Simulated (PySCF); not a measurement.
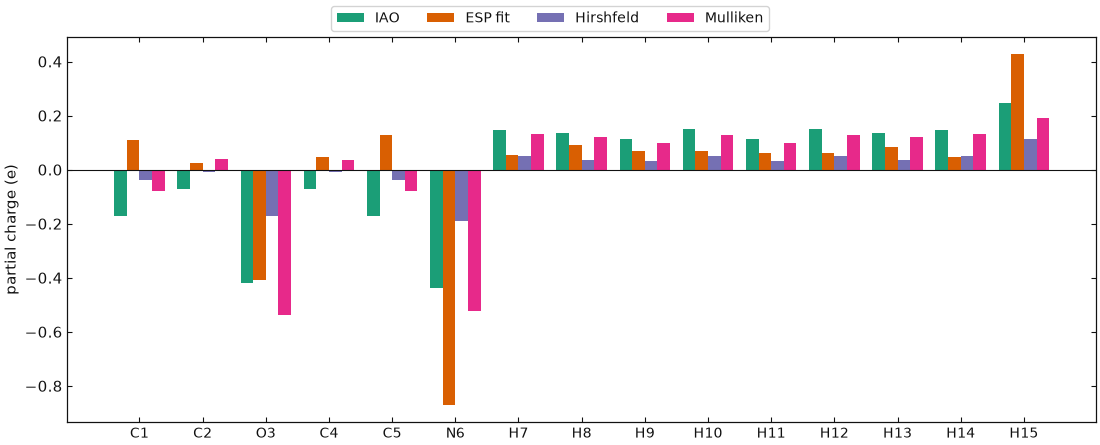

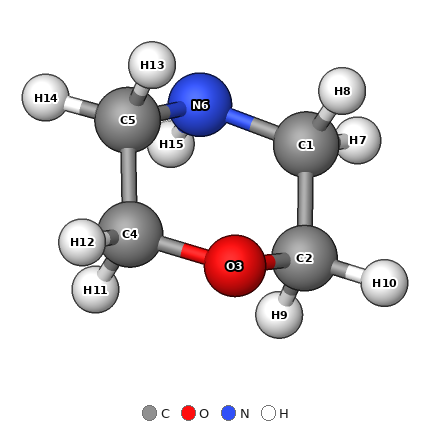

Atomic charges of C₄H₉NO, SMILES C1COCCN1 by 4 schemes, PBE0/pcSseg-1 (IEF-PCM acetonitrile), PySCF, at a PBE0-D3(BJ)/def2-SVP geometry (no frequency check).

On which atom do the schemes disagree most?

Answer. On N6: IAO −0.44, ESP fit −0.87, Hirshfeld −0.19, Mulliken −0.52 e.

Which atom is the most negative in each scheme?

Answer. IAO: N6 (−0.44 e); ESP fit: N6 (−0.87 e); Hirshfeld: N6 (−0.19 e); Mulliken: O3 (−0.54 e).

Known limits of this run: one conformer of a flexible molecule.
